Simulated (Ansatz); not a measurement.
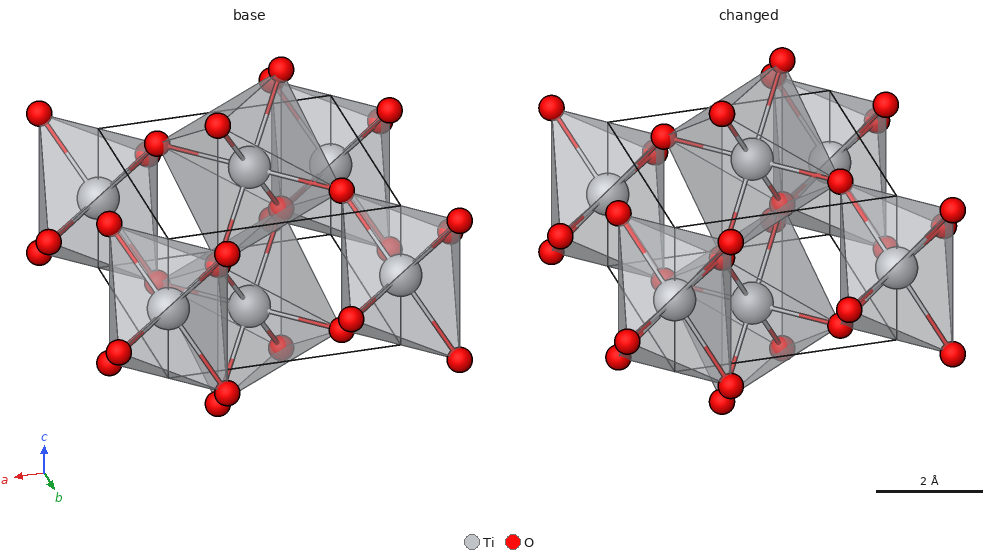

Left: solid TiO2 (set up in P4_2/mnm). Right: the same structure after one change, at the same scale. Style: polyhedral. Shown: the cell of the calculation, from a free direction.

Computed with DFT r2SCAN+U, scalar-relativistic, plane waves, PAW in Ansatz 0.2.0. (plane-wave cutoff 500 eV; k-point mesh 6 × 6 × 8; occupations gaussian; smearing width 0.02 eV; U Ti 4.0 eV; no spin polarisation)

### Which change leads from the left to the right?

Biaxial strain in the a–b plane, −4.5 %, is applied. The c axis and the atoms are relaxed.

### And its effect?

Cell: a = b 4.597 → 4.390 Å (−4.5 %), c 2.993 → 3.097 Å (+3.5 %). Volume −5.6 %. No atom moves by more than 0.005 Å relative to the cell. Some distances before and after: O–Ti 1.984 → 1.897 Å. The space group stays P4_2/mnm (No. 136). The energy rises by 56.6 meV per atom. Pressure: 0.0 GPa before, 13.4 GPa after. The principal stresses (compression positive) are 0.0 GPa along c and 20.1 GPa across it. The gap on the k-mesh: 2.70 eV before, 2.93 eV after.
